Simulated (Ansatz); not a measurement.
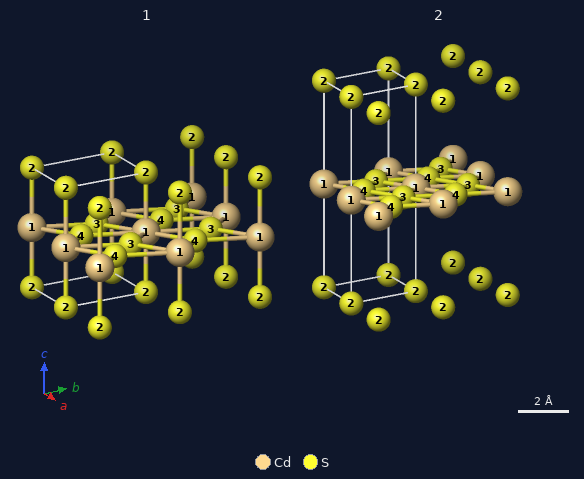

Two geometries of solid CdS3 (a generated structure, set up in P6/mmm) (coarse preliminary run), drawn at one scale. One is the start of a relaxation, the other its converged end. The picture is a ball-and-stick view of the cell of the calculation, repeated 2 × 2 × 1 with one cell outlined, seen slightly off an axis.

Computed with Ansatz 0.2.0, DFT PBE, scalar-relativistic, plane waves, PAW. Set-up: plane-wave cutoff 420 eV; k-point mesh 6 × 6 × 2; occupations gaussian; smearing width 0.1 eV; no spin polarisation; cell and atoms relaxed; force threshold 0.04 eV/Å; at most 70 steps.

> Which geometry has the lower energy?

Structure 1 is the relaxed one. The energy falls by 1898 meV per atom in 14 accepted moves (16 points after the start). All forces vanish by symmetry, so only the cell relaxes. The pressure goes from 36.21 to 0.02 GPa. At 2 points the geometry stayed and the basis and grid were re-selected for the new cell (energy shift of 21.7 meV per atom at most each time). The atoms keep their places relative to the cell (all moves are under 0.005 Å). Cell: a = b 3.850 → 4.777 Å (+24.1 %), c 8.565 → 4.958 Å (−42.1 %). Volume −10.9 %. Among the contacts that change: Cd1–S2 4.282 → 2.479 Å, S3–S4 2.223 → 2.758 Å, Cd1–S3 2.223 → 2.758 Å. New bonds form: Cd1–S2 (4.28 → 2.48 Å). The space group stays P6/mmm (No. 191). The run took 71 s on 1 thread of Arm Neoverse N1, with other jobs on the host, peak memory 0.38 GiB.
